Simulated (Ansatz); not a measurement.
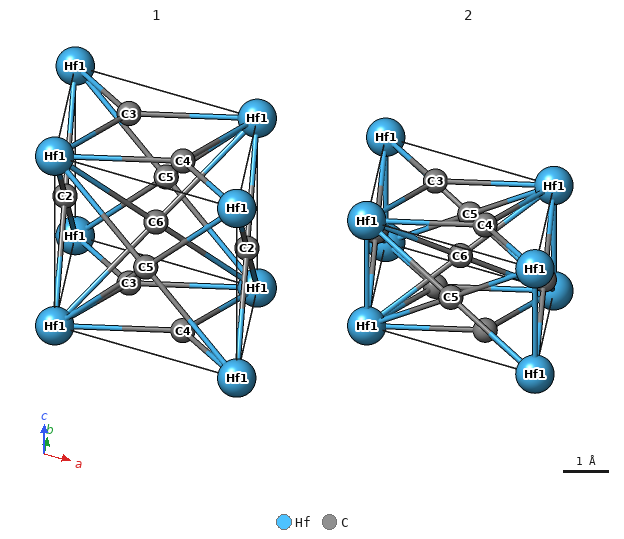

Two geometries of crystalline HfC5 (a generated structure, set up in P6/mmm) (coarse preliminary run), drawn at one scale. One is the start of a relaxation, the other its converged end. A ball-and-stick model of the cell of the calculation, seen from a free direction.

All numbers below come from Ansatz, DFT PBE, scalar-relativistic, plane waves, PAW. Set-up: plane-wave cutoff 420 eV; k-point mesh 6 × 6 × 4; occupations gaussian; smearing width 0.1 eV; no spin polarisation; cell and atoms relaxed; force threshold 0.04 eV/Å; at most 70 steps.

Question: Which one is relaxed?

Answer: Structure 2 is the relaxed one. The atoms keep their places relative to the cell (all moves are under 0.005 Å). Cell: a = b 4.984 → 4.606 Å (−7.6 %), c 4.149 → 2.575 Å (−37.9 %). Volume −47.0 %. Among the contacts that change: Hf1–Hf1 4.149 → 2.575 Å, C2–C3 2.525 → 1.851 Å, Hf1–C2 3.243 → 2.638 Å, Hf1–C3 2.878 → 2.659 Å. The space group stays P6/mmm (No. 191). After 12 accepted moves (15 points after the start) the energy has fallen by 8.140 eV per cell of the calculation. All forces vanish by symmetry, so only the cell relaxes. The pressure goes from −33.34 to 0.01 GPa. The line search rejected the trial step at point 10 of the run. The SCF was repeated twice at an unchanged geometry on a basis and grid sized afresh for the cell, which shifted the energy by 15.6 meV per cell of the calculation at most.

Limits of the set-up: the k-point mesh is coarse for a cell with partly filled bands.
